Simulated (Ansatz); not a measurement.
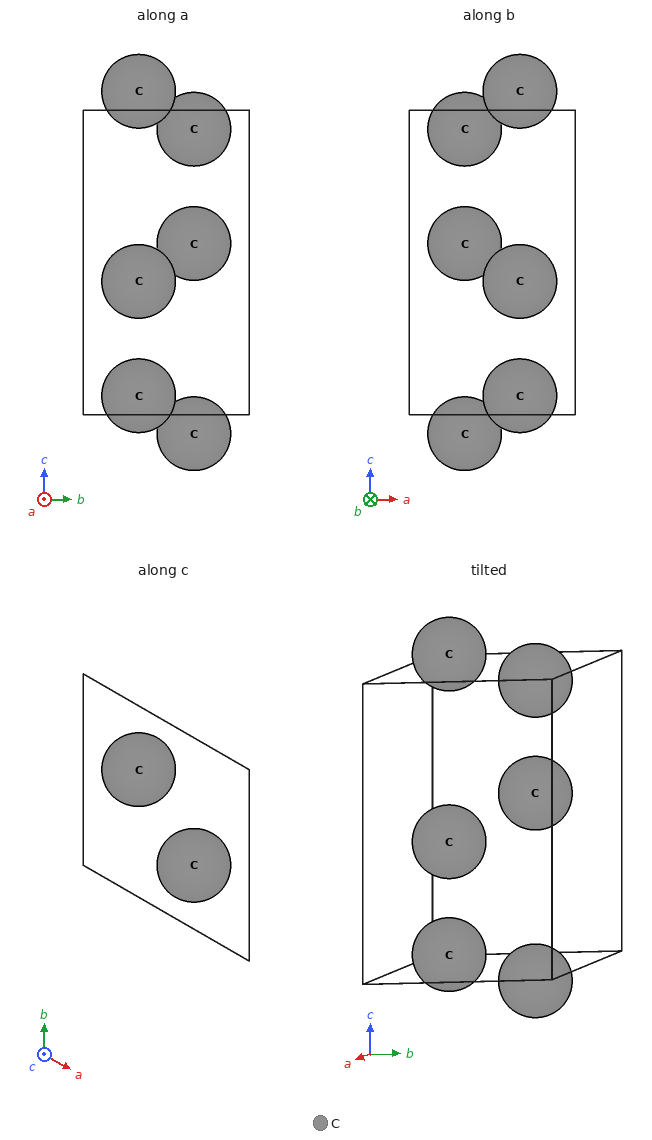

We look at a spheres-only model of the crystal along the a axis, along the b axis, along the c axis and slightly off an axis. The conventional unit cell is outlined; an atom on or near a face, edge or corner is repeated at each equivalent position.

Lattice parameters: a = 2.503 Å, b = 2.503 Å, c = 3.983 Å, α = 90.00°, β = 90.00°, γ = 120.00°. Put a along x and b in the xy plane.

Write down what is shown as a POSCAR file, with free fractional coordinates to two decimals.

Answer.
```
C
1.0
     2.503    0.000    0.000
    -1.252    2.168    0.000
     0.000    0.000    3.983
C
4
Direct
  0.3333 0.6667 0.56
  0.6667 0.3333 0.06
  0.3333 0.6667 0.94
  0.6667 0.3333 0.44
```

It goes back to a structure type filled with this element by a generator (whether the element takes this form wasn't checked). The cell was then strained or its atoms displaced on purpose. It was run through Ansatz as a DFT input.

At this level of theory the cell isn't at rest (compressed, at 28 GPa), so its distances can differ from those at equilibrium, the more so the softer the solid.
